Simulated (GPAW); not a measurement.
# NaF (Villiaumite): optical spectrum from first principles

Aim: the dielectric function of NaF (Villiaumite), and the optical constants that follow from it.

Method: DFT, PBE, plane-wave PAW (GPAW data sets), scalar-relativistic, RPA, optical limit, in GPAW 26.7.0.

## Step 1: Set-up

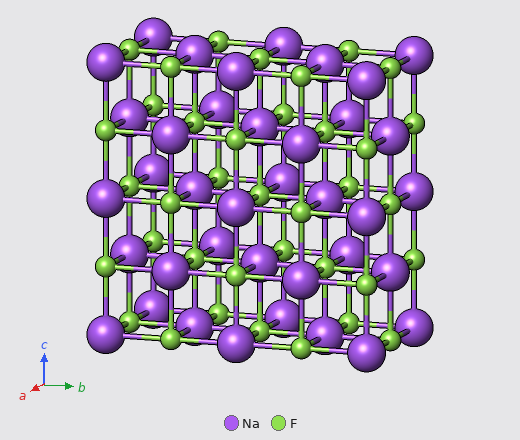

Start, viewed slightly off an axis; sodium purple, fluorine green. 1×2×2 cells are drawn. This picture shows the conventional cell, with its axes. Some periodic images of atoms are drawn too.

Coordinates:

```
Na F
1.0
     0.00000    2.32000    2.32000
     2.32000    0.00000    2.32000
     2.32000    2.32000    0.00000
Na F
1 1
Cartesian
  0.0000 0.0000 0.0000
  2.3200 2.3200 2.3200
```

## Step 2: Bands for the response

At the fixed density, many empty bands are solved on the mesh of the response, since the spectrum sums over them.

This step: DFT, PBE, plane-wave PAW (GPAW data sets), scalar-relativistic, bands at fixed density (GPAW 26.7.0).

nscf.py

```python
from ase.dft.bandgap import bandgap
from gpaw import GPAW, FermiDirac

calc = GPAW('gs.gpw').fixed_density(kpts={'size': (13, 13, 13), 'gamma': True}, nbands=34, convergence={'bands': 28},
                                    occupations=FermiDirac(0.001), txt='nscf.txt')
print('gap (eV)', bandgap(calc, output=None)[0])
print('direct gap (eV)', bandgap(calc, direct=True, output=None)[0])
print('top band over the Fermi level (eV)', min(calc.get_eigenvalues(kpt=k)[27] for k in range(len(calc.get_ibz_k_points()))) - calc.get_fermi_level())
calc.write('full.gpw', mode='all')
```

On the command line:

```console
$ OMP_NUM_THREADS=1 python nscf.py
```

Numbers of over 12 decimals in the logs are rounded to 6 here.

Output:

```text
Diagonalizing LCAO Hamiltonian
Converting LCAO to pw mode
convergence criteria:
- Maximum integral of absolute [eigenst]ate change: 4e-08 eV^2 / valence electron
maximum number of iterations: 150

SCF iterations
|iter     |      energy | eigst |  dens |
|iter:   1||             | +3.36 |       |
|iter:   2||             | +1.67 |       |
|iter:   3||             | -0.23 |       |
|iter:   4||             | -1.48 |       |
|iter:   5||             | -3.02 |       |
|iter:   6||             | -4.04 |       |
|iter:   7||             | -5.11 |       |
|iter:   8||             | -5.71 |       |
|iter:   9||             | -6.25 |       |
|iter:  10||             | -6.80 |       |
|iter:  11||             | -7.27 |       |
|iter:  12||             | -7.82c|       |
SCF steps: 12
  __  _  _
 | _ |_)|_||  |
 |__||  | ||/\| - 26.7.0

Versions:
  Python: 3.12.14
  ASE:    3.29.0
  Numpy:  2.5.5
  Scipy:  1.18.1
  Libxc:  7.0.0

Input parameters:
  mode=PW(ecut=500.0),
  convergence={'bands': 28},
  gpts=array([18, 18, 18]),
  kpts=MonkhorstPack(size=(13, 13, 13), gamma=True),
  maxiter=150,
  nbands=34,
  occupations=Occupations(name='fermi-dirac', width=0.001, fixmagmom=False),
  parallel={},
  xc=XC(name='PBE')

--- standard output ---
gap (eV) 6.299381
direct gap (eV) 6.299381
top band over the Fermi level (eV) 48.371069
```

Elapsed: 46 s, on 1 thread of Arm Neoverse V1, shared host; peak memory 0.17 GiB.

Numbers from this step:

| Item | Value |
| --- | --- |
| gap on the k-mesh | 6.299 eV |
| direct gap on the mesh | 6.299 eV |

## Step 3: Dielectric function, RPA

Transitions between filled and empty bands, summed over the zone, give the optical response, so mesh, band count and broadening shape it.

The induced potential is part of this response.

This step: DFT, PBE, plane-wave PAW (GPAW data sets), scalar-relativistic, RPA, optical limit (GPAW 26.7.0).

df.py

```python
from gpaw.response.df import DielectricFunction

df = DielectricFunction('full.gpw', frequencies={'type': 'nonlinear', 'domega0': 0.03, 'omega2': 8},
                        ecut=50,
                        eta=0.15,
                        nbands=28,
                        txt='df.txt')
for direction in ['x']:
    df.get_dielectric_function(xc='RPA', direction=direction, filename=f'df_{direction}.csv')
```

On the command line:

```console
$ OMP_NUM_THREADS=1 python df.py
```

Output:

```text
Using integrator: PointIntegrator
NonLinearFrequencyDescriptor(from 0.000 to 77.986 eV, 517 points)
Nonperiodic BCs:  [False False False]
Using integrator: PointIntegrator
NonLinearFrequencyDescriptor(from 0.000 to 77.986 eV, 517 points)
Nonperiodic BCs:  [False False False]

Calculating chi0 body with:
    Ground state adapter containing:
    Number of spins: 1
    Number of kpoints: 2197
    Number of irreducible kpoints: 84
    Number of completely occupied states: 7
    Number of partially occupied states: 7

    Linear response parametrization:
    q_c: [0.0, 0.0, 0.0]
    Number of frequency points: 517
    Planewave cutoff: 50.0
    Number of bands: 28
    Number of planewaves: 15
    Broadening (eta): 0.15

Integrating chi0 body.

Symmetries of q_c:
    Direct symmetries (Uq -> q): 48
    Indirect symmetries (TUq -> q): 0
In total 48 allowed symmetries.

84 groups of equivalent kpoints. 96.176604% reduction.

Integral kind: spectral function

Calculating chi0 optical extensions with:
    Ground state adapter containing:
    Number of spins: 1
    Number of kpoints: 2197
    Number of irreducible kpoints: 84
    Number of completely occupied states: 7
    Number of partially occupied states: 7

    Linear response parametrization:
    Number of frequency points: 517
    Planewave cutoff: 50.0
    Number of bands: 28
    Number of planewaves: 15
    Broadening (eta): 0.15
Integrating chi0 head and wings.

Symmetries of q_c:
    Direct symmetries (Uq -> q): 48
    Indirect symmetries (TUq -> q): 0
In total 48 allowed symmetries.

84 groups of equivalent kpoints. 96.176604% reduction.

Integral kind: spectral function wings
```

Elapsed: 7.5 s, on 1 thread; peak memory 0.2 GiB.

Numbers from this step:

* electronic dielectric constant ε∞, mean over x, y and z (by symmetry where fewer were run): 1.769

Some rows of df_x.csv (energy; Re and Im without local fields; Re and Im with them):

```text
0.000000, 1.837193, 0.000000, 1.768698, 0.000000
0.429336, 1.838181, 0.000692, 1.769609, 0.000638
0.878195, 1.841351, 0.001434, 1.772534, 0.001323
1.347938, 1.847105, 0.002254, 1.777846, 0.002082
1.840057, 1.856003, 0.003193, 1.786067, 0.002952
2.356191, 1.868851, 0.004313, 1.797954, 0.003993
2.898142, 1.886856, 0.005717, 1.814642, 0.005304
3.467895, 1.911923, 0.007592, 1.837936, 0.007067
4.067647, 1.947317, 0.010326, 1.870948, 0.009654
4.699832, 1.999373, 0.014879, 1.919763, 0.014000
5.367152, 2.083388, 0.024598, 1.999203, 0.023384
6.072622, 2.259208, 0.068865, 2.167842, 0.066776
6.819608, 2.357250, 0.374282, 2.256071, 0.367023
7.611886, 2.251185, 0.683378, 2.140951, 0.665058
8.453705, 2.236105, 0.773184, 2.112850, 0.741764
9.349861, 2.154741, 0.811174, 2.018092, 0.763853
10.305790, 2.021369, 0.862578, 1.876295, 0.791061
11.327680, 1.661492, 1.089787, 1.547426, 0.976105
12.422601, 1.636386, 0.754229, 1.500247, 0.644900
13.598673, 2.241296, 1.381856, 2.044444, 0.987198
```

The Im ε, E ∥ x has structure finer than the step of the table below, so its rows give means over 1 eV, whole bins alone (the curve runs from 0 to 14.0 eV). Peaks (eV: height): 8.5: 0.822, 11.3: 1.01.

Values under the direct gap are tails of Lorentzian lines. The Im ε, E ∥ x by photon energy; means over each step:

```tsv
photon energy (eV)	Im ε, E ∥ x
1	0.00152
2	0.00328
3	0.00564
4	0.00946
5	0.0180
6	0.0863
7	0.440
8	0.620
9	0.699
10	0.757
11	0.902
12	0.743
13	0.647
```

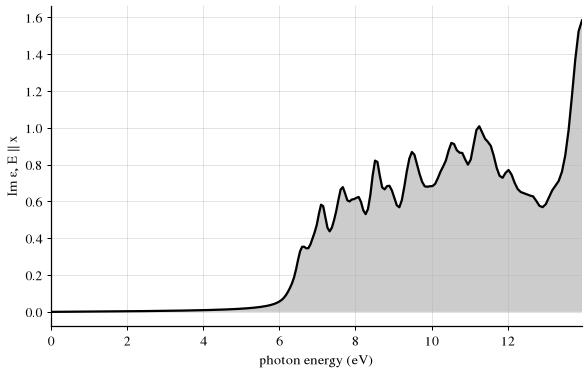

Im ε, E ∥ x against photon energy.

Table of Re ε, E ∥ x by photon energy:

```tsv
photon energy (eV)	Re ε, E ∥ x
0	1.77
1	1.77
2	1.79
3	1.82
4	1.87
5	1.95
6	2.14
7	2.26
8	2.01
9	1.83
10	1.83
11	1.73
12	1.48
13	1.70
```

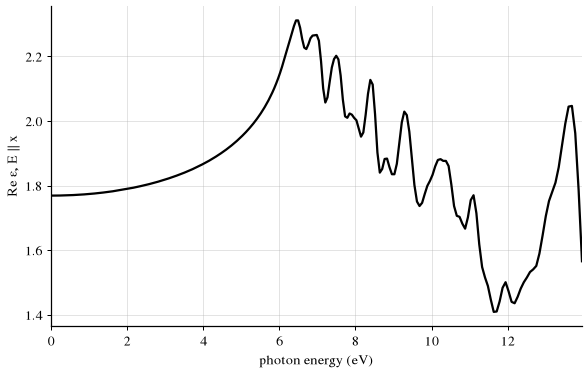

Re ε, E ∥ x against photon energy.

The reflectivity at normal incidence, E ∥ x has structure finer than the step of the table below, so its rows give means over 1 eV, whole bins alone (the curve runs from 0 to 14.0 eV). Peaks (eV: height): 7.0: 4.60, 7.6: 4.56, 8.5: 4.67, 9.4: 4.52, 10.5: 4.44, 11.2: 4.58.

Table of reflectivity at normal incidence, E ∥ x by photon energy; means over each step:

```tsv
photon energy (eV)	reflectivity at normal incidence, E ∥ x (%)
1	2.03
2	2.09
3	2.20
4	2.40
5	2.76
6	3.63
7	4.25
8	4.08
9	3.88
10	3.82
11	4.10
12	2.92
13	3.06
```

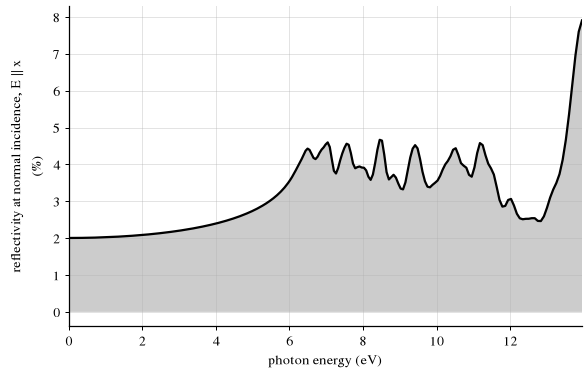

Reflectivity at normal incidence, E ∥ x, plotted against photon energy.

The loss function −Im 1/ε at q → 0, E ∥ x has structure finer than the step of the table below, so its rows give means over 1 eV, whole bins alone (the curve runs from 0 to 14.0 eV). Peaks (eV: height): 8.6: 0.190, 9.6: 0.217, 11.6: 0.314.

Values under the direct gap are tails of Lorentzian lines. Loss function −Im 1/ε at q → 0, E ∥ x against energy loss; means over each step:

```tsv
energy loss (eV)	loss function −Im 1/ε at q → 0, E ∥ x
1	4.8e-4
2	0.00102
3	0.00170
4	0.00270
5	0.00467
6	0.0175
7	0.0876
8	0.135
9	0.168
10	0.194
11	0.251
12	0.276
13	0.197
```

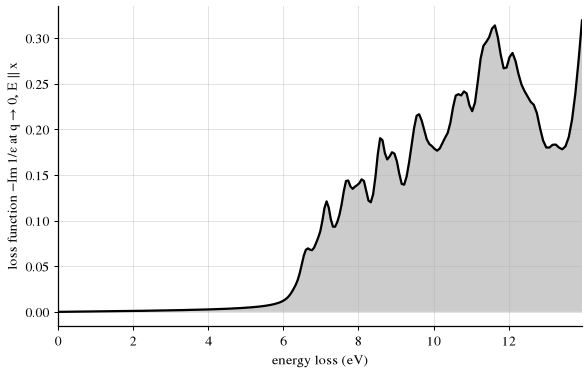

Loss function −Im 1/ε at q → 0, E ∥ x, plotted against energy loss.

The Im ε, E ∥ x has structure finer than the step of the table below, so its rows give means over 1 eV, whole bins alone (the curve runs from 0 to 14.0 eV). Peaks (eV: height): without local fields 8.5: 0.857, 11.3: 1.13; with local fields 8.5: 0.822, 11.3: 1.01.

Values under the direct gap are tails of Lorentzian lines. Im ε, E ∥ x against photon energy; means over each step:

```tsv
photon energy (eV)	without local fields	with local fields
1	0.00165	0.00152
2	0.00355	0.00328
3	0.00607	0.00564
4	0.0101	0.00946
5	0.0190	0.0180
6	0.0886	0.0863
7	0.449	0.440
8	0.640	0.620
9	0.735	0.699
10	0.816	0.757
11	1.00	0.902
12	0.848	0.743
13	0.816	0.647
```

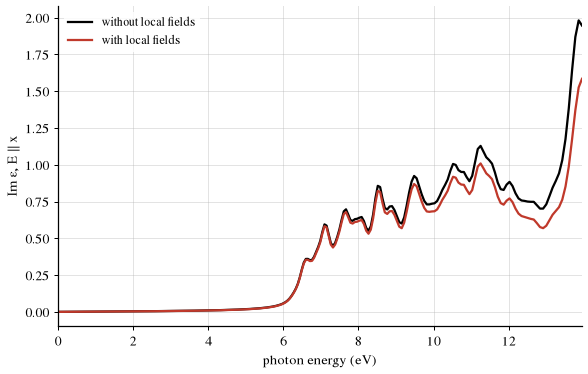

Im ε, E ∥ x against photon energy.

Optical constants at common wavelengths, from n + ik = √ε:

```tsv
wavelength (nm)	n	k	R (%)	1/α
1550	1.33	0.000	2.0	273 µm
800	1.33	0.001	2.1	70 µm
633	1.34	0.001	2.1	42 µm
532	1.34	0.001	2.1	29 µm
450	1.35	0.002	2.2	20 µm
248	1.40	0.006	2.7	3.2 µm
193	1.52	0.071	4.3	215 nm
```

Below the direct gap, k and the depth come from the tails of the Lorentzian lines, not from transitions.

Rows near the edge hang on the gap, which this functional as a rule makes too small, and phonon-assisted absorption is left out.

## Step 4: Outcome

- electronic dielectric constant ε∞, mean over x, y and z (by symmetry where fewer were run) (RPA): 1.77

**Reading.** At this level (PBE, RPA) NaF has ε∞ = 1.77 and n = 1.33 at 1550 nm. On the mesh the gap is 6.30 eV and the least direct gap 6.30 eV. Local fields change the static value along x from 1.84 to 1.77 (-4 %). Distinct maxima of Im ε, read by a parabola through the highest points, lie at 8.54 eV (0.83), 9.50 eV (0.87), 10.55 eV (0.92) and 11.24 eV (1.0). Excitons and phonon-assisted transitions are missing; PBE gaps are as a rule too small, which pulls the onset down and ε∞ up. The sum runs over mesh points, so small or evenly spaced maxima can still be ripples of the mesh. In this version of GPAW the matrix elements of the optical limit are incomplete, which can lower ε − 1 by up to a tenth where first-row anions or d states rule, and shift it by more in d metals.

[Machine, clock and banner lines and Python warnings are left out of the logs.]

[Logs are printed without paths, hosts, clocks, repeated set-up lines and the standing remarks that a program may print on its own settings, such as how far it seeks lower states.]

[Hosts, paths, dates, database ids (printed as entryN), source tags and the programs' standing remarks are cut or masked in the printed files.]
